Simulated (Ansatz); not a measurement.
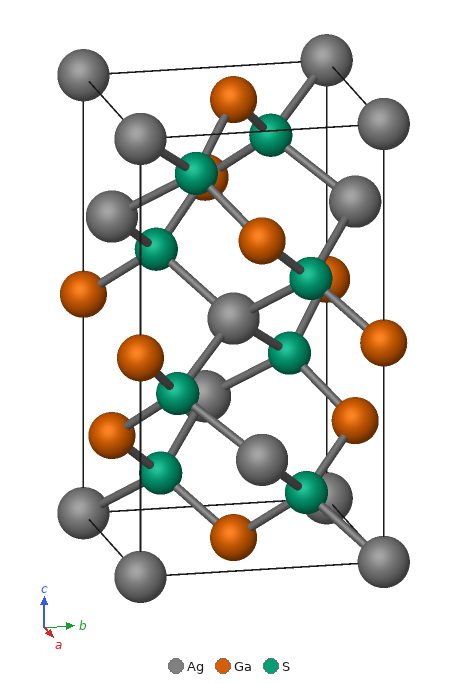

We look at a ball-and-stick model of the crystal slightly off an axis. The conventional unit cell is drawn as a box. Cell: a = 5.71 Å, b = 5.71 Å, c = 10.37 Å, α = 90.00°, β = 90.00°, γ = 90.00°.

Shown is a generated cell, made by putting these elements into a known structure type (the compound may or may not exist in this form), as it stood before any relaxation. Ansatz was used for an electronic-structure calculation on it.

### Describe the arrangement of the atoms.

It has the composition GaAgS2. The symmetry is that of I-42d (No. 122), on a body-centred tetragonal lattice. Its structure type: chalcopyrite. In the cell are 4 Ga, 4 Ag, 8 S, which makes 4 formula units. Each Ag atom is coordinated by four S in a distorted tetrahedral arrangement at about 2.5 Å. Around each Ga lie four S in a tetrahedral arrangement at about 2.3 Å. S sits among two Ag and two Ga in a distorted tetrahedral arrangement (about 2.5 Å to Ag, 2.3 Å to Ga). The bonds build a three-dimensional framework.

The calculation used DFT, PAW plane waves, PBE (Ansatz 0.2.0), with a kinetic-energy cutoff of 420 eV, k-points about 0.25 Å⁻¹ apart, Gaussian smearing of 0.12 eV, no spin polarisation.

### What is the band gap, if any?

A semiconductor at this level, with a gap of 1.14 eV on the k-mesh.

### What does a Bader analysis give?

Ga +1.24 e; Ag +0.39 e; S -0.82 e.

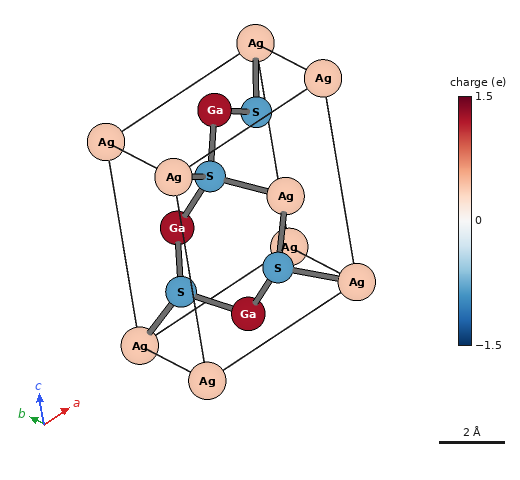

The atoms coloured by those charges. The run's cell of 8 atoms is drawn, so axes and origin can differ from the first picture.

### Does this geometry sit at a stationary point of the energy?

No. The largest force is 0.24 eV/Å, on S. The pressure is 3.4 GPa, so the cell would expand.

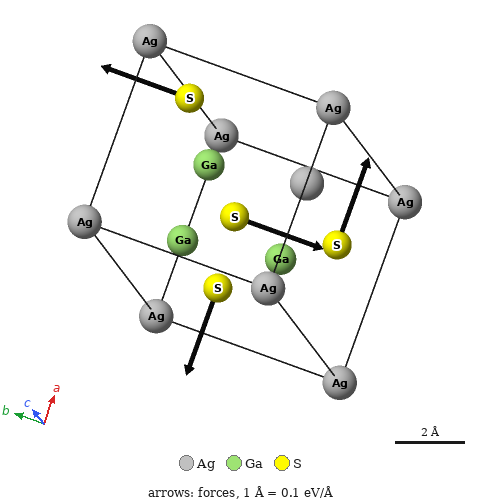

The forces as arrows. The run's cell of 8 atoms is drawn, so axes and origin can differ from the first picture.
